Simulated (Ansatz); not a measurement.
## Electronic structure of NbN in real space

The calculation's input:

```
crystal:
  lattice:
    - [0.0, 2.207194387, 2.207194387]
    - [2.207194387, 0.0, 2.207194387]
    - [2.207194387, 2.207194387, 0.0]
  atoms:
    - { symbol: Nb, position: [0.5, 0.5, 0.5] }
    - { symbol: "N", position: [0.0, 0.0, 0.0] }
basis:
  ecutwfc: 500
kpoints:
  mp_grid: { grid: [16, 16, 16] }
hamiltonian:
  xc: r2scan
scf:
  occupations: { method: gaussian, width: 0.1 }
output:
  forces: true
  stress: true
  eigenvalues: true
  write_density: true
  write_potential: true
  elf: true
  volumetric_format: npy
relax:
  adjacent_minimum: "off"
  f_tol: 0.01
  max_steps: 60
  cell: { stress_tol: 0.1 }
```

Run with:

```sh
ansatz run input.yaml --threads 1 --pin off --max-ram 2560MiB --backend cpu --events-out ev --progress --plain --runs-dir out
```

Below, planes, directions and counts refer to the conventional cell (a = 4.41 Å, b = 4.41 Å, c = 4.41 Å, α = 90.00°, β = 90.00°, γ = 90.00°).

The fields are those of the run's last geometry, not of the input's.

Space group Fm-3m.

The calculation used DFT r2SCAN, scalar-relativistic, plane waves, PAW (Ansatz).

The density is the valence pseudo-density of a PAW calculation; it isn't the true density close to the nuclei.

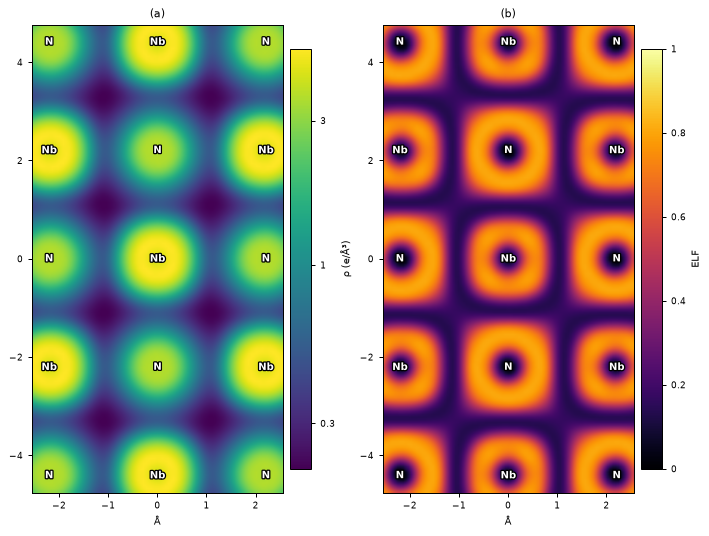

Figure 1. (a) valence charge density (pseudo); (b) electron localisation function on the (010) plane of the conventional cell.

Interpret the plot.

Answer. Atoms in the plane: Nb and N.
Nb–N (2.21 Å): ρ is about 0.53 e/Å³ halfway; the ELF peaks at about 0.80 in the valence shell of N, 0.6 Å from its nucleus, and is about 0.15 at the midpoint (no shared electron pair shows on this line).
Between the atoms the lowest density in this plane is 0.21 e/Å³.
The features right at Nb lie inside the PAW spheres, where the map follows smoothed inner orbitals and isn't to be read closely.

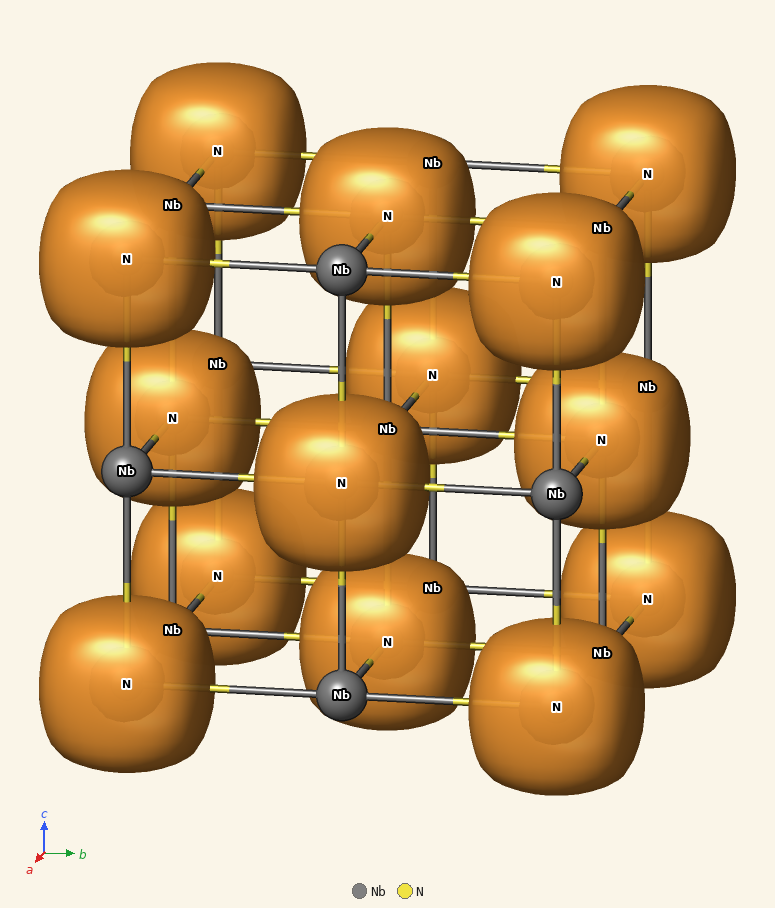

Figure 2. Isosurface of the electron localisation function at 0.6 (orange), seen slightly off an axis. Core shells and regions of very low density are left out. Sticks mark near contacts.

Identify the bonds, lone pairs and shells in this picture.

Answer. At this value the surface marks out four regions wrapped around N (the valence shell of each), counted in one cell of 8 atoms. Regions shared between cells count once.

Does the calculation make it a metal, or give it a gap?

Answer. It is gapless in this calculation (a metal or semimetal); semilocal functionals without U, or without the true magnetic order, often close the gap of such compounds.
